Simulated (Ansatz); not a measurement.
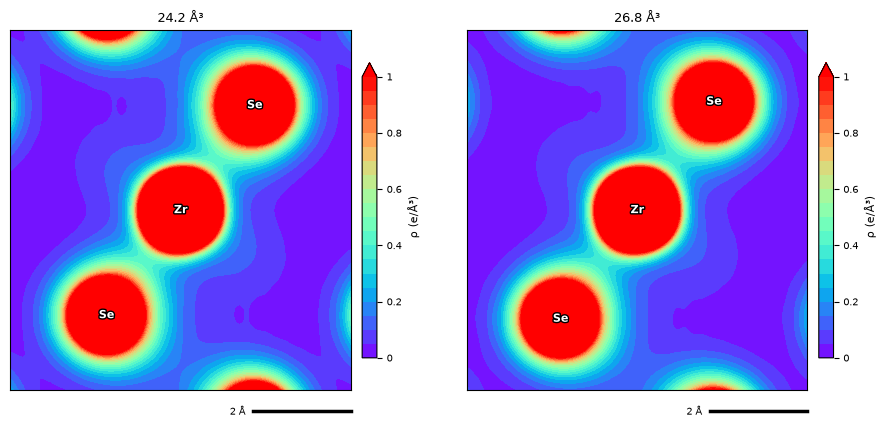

ZrSe$_{2}$. The valence pseudo-density of cells scaled evenly to different volumes (given per atom above each panel), on the (110) plane of each (indices in the axes of the cell below), at one length scale and on one colour scale.

The calculation used Kohn-Sham DFT of a periodic cell, PBEsol, Ansatz PAW (Ansatz).

Core electrons are frozen (PAW), and the valence fields are smoothed inside the atomic spheres.

The largest cell:

```cif
data_structure
_symmetry_space_group_name_H-M 'P 1'
_symmetry_Int_Tables_number 1
_cell_length_a 3.8480
_cell_length_b 3.8480
_cell_length_c 6.2735
_cell_angle_alpha 90.000
_cell_angle_beta 90.000
_cell_angle_gamma 120.000
_cell_volume 80.45
loop_
_atom_site_label
_atom_site_type_symbol
_atom_site_fract_x
_atom_site_fract_y
_atom_site_fract_z
_atom_site_occupancy
Zr1 Zr 0.00000 0.00000 0.00000 1
Se1 Se 0.66667 0.33333 0.75000 1
Se2 Se 0.33333 0.66667 0.25000 1
```

| volume (Å³/atom) | Zr–Se contact in the plane (Å) | ρ at its midpoint (e/Å³) | pressure (GPa) | gap on the mesh (eV) | 
| --- | --- | --- | --- | --- |
| 24.24 | 2.629 | 0.427 | 4.2 | 0.29 | 
| 25.27 | 2.666 | ? | ? | ? | 
| 26.82 | 2.719 | 0.376 | −4.0 | 0.40 | 

What values belong in the row with question marks?

Over the known rows ln ρ falls by 1.41 per Å of Zr–Se distance (the line through the two), which gives 0.405 e/Å³ at 2.666 Å; the calculation gives 0.406 e/Å³. For the pressure, a straight line in volume between the neighbouring rows gives 0.9 GPa; the calculation gives 0.4, lower because pressure rises ever faster on compression. For the gap on the mesh, a straight line in volume between the neighbouring rows gives 0.33 eV; the calculation gives 0.34.
